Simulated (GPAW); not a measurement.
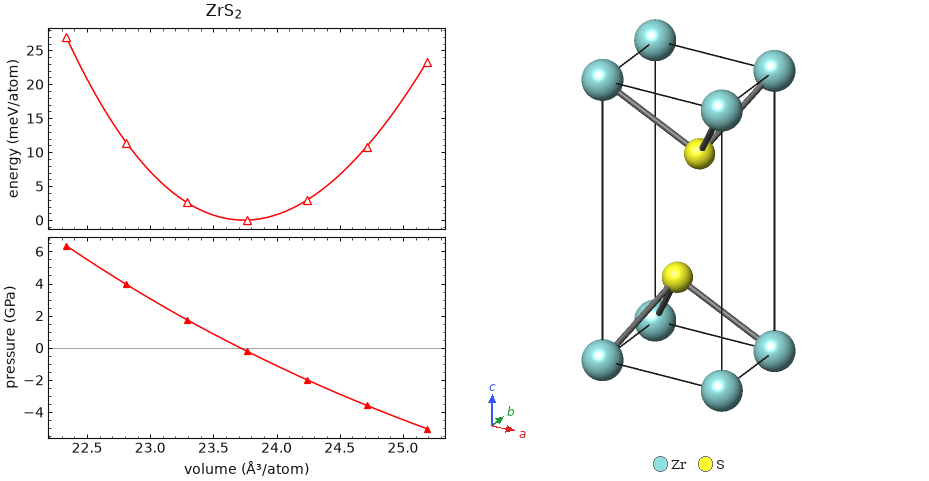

The figure shows the energy and pressure against volume for ZrS₂, space group P-3m1 (No. 164). The conventional cell is drawn beside the plot.

Structure:
```cif
data_structure
_symmetry_space_group_name_H-M 'P 1'
_symmetry_Int_Tables_number 1
_cell_length_a 3.6914
_cell_length_b 3.6914
_cell_length_c 6.0411
_cell_angle_alpha 90.000
_cell_angle_beta 90.000
_cell_angle_gamma 120.000
_cell_volume 71.29
loop_
_atom_site_label
_atom_site_type_symbol
_atom_site_fract_x
_atom_site_fract_y
_atom_site_fract_z
_atom_site_occupancy
Zr1 Zr 0.00000 0.00000 0.00000 1
S1 S 0.33333 0.66667 0.23791 1
S2 S 0.66667 0.33333 0.76209 1
```

How it was computed, with GPAW 26.7.0: PAW DFT in plane waves, on a grid or in atomic orbitals, no spin polarisation; energies at scaled volumes of the given cell, shape and fractions fixed, counted from the fit's minimum, third-order Birch-Murnaghan fit. Level: r2SCAN.

```csv
setting,value
k mesh,7×7×4
occupations,Fermi–Dirac
smearing width,0.05 eV
potentials,GPAW PAW data sets (gpaw data 1.2.1)
wave cutoff,600 eV
program settings,basis pw
```

**What equilibrium volume and bulk modulus follow from the curve?**

A third-order Birch–Murnaghan fit gives V0 = 23.74 Å³/atom, B0 = 93.5 GPa and B′ = 4.0.

**How does the pressure vary with volume?**

It falls from 6.34 GPa at volume 22.34 Å³/atom to −5.03 GPa at 25.19 Å³/atom, and changes sign near 23.71 Å³/atom.

Caveats: shape and atomic fractions are frozen while scaling, which makes layered, chain and framework solids too stiff.
